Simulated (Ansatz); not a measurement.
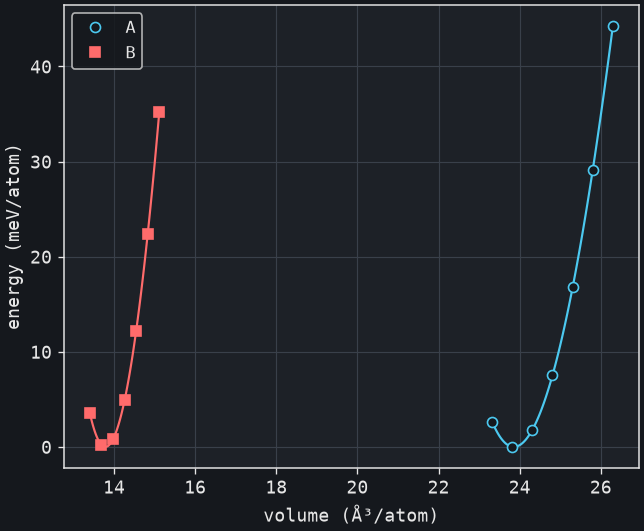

The figure compares two calculations of the energy against volume, each curve from its own zero. The first is for CdS, space group F-43m (No. 216).

The cell holds 2 atoms.

How it was computed, with Ansatz 0.2.0: all-electron LAPW DFT, no spin polarisation; energies at scaled volumes of the given cell, shape and fractions fixed, counted from the fit's minimum, third-order Birch-Murnaghan fit. Level: LDA.

| setting | value |
| --- | --- |
| k mesh | 8×8×8 |
| occupations | Fermi–Dirac |
| smearing width | 0.05 eV |
| potentials | all electron LAPW, scalar relativistic |
| program settings | basis error eV/atom 0.001 |

In the second, Cd is replaced by Be on all its sites, which gives BeS in the same structure. The second calculation uses k mesh 9×9×9.

Q: Which of A and B is the second calculation, and what did the change do?

A: B. The equilibrium volume falls from 23.85 to 13.79 Å³/atom (−42 %) and the bulk modulus rises from 68.1 to 102.2 GPa (+50 %).

V0 and the bulk modulus come from third-order Birch–Murnaghan fits.
